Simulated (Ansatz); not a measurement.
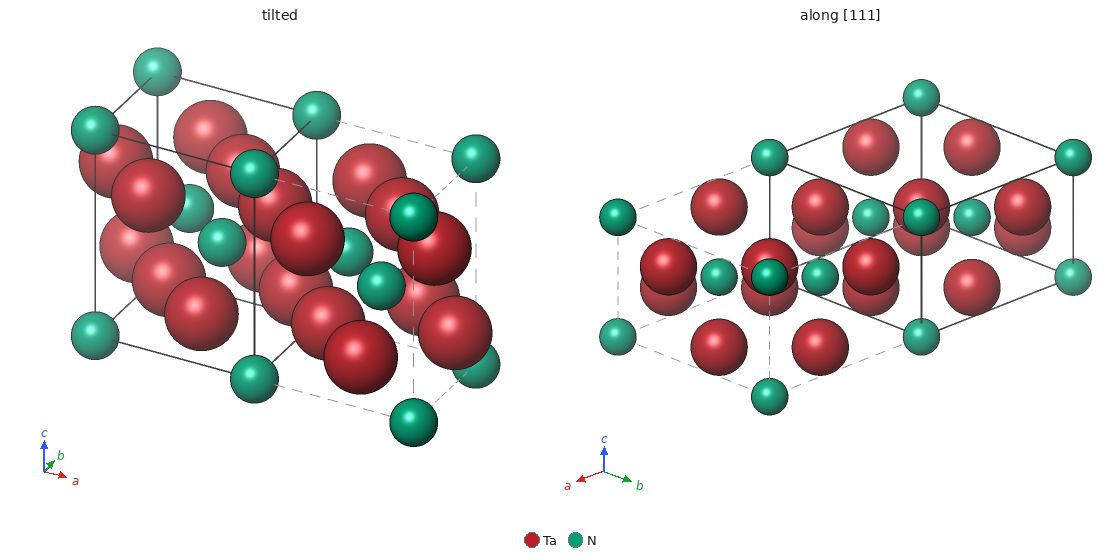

Drawn in the spheres-only manner and seen slightly off an axis and along [111]. The drawing covers 2×1×1 cells, and the solid lines enclose one conventional unit cell. Cell: a = 5.264 Å, b = 5.264 Å, c = 4.913 Å, α = 90.00°, β = 90.00°, γ = 120.00°.

The structure is one of Ta₂N. It is primitive hexagonal, space group P-31m (No. 162). With Z = 3, the cell contains 6 Ta, 3 N. The Ta atoms are each bonded to twelve Ta and three N (about 3.0 Å to Ta, 2.1 Å to N). About every N there are six Ta in an octahedral arrangement at about 2.1 Å.

It derives from a structure listed in the Materials Project. The geometry was optimised with DFT PBEsol, scalar-relativistic, plane waves, PAW (Ansatz).
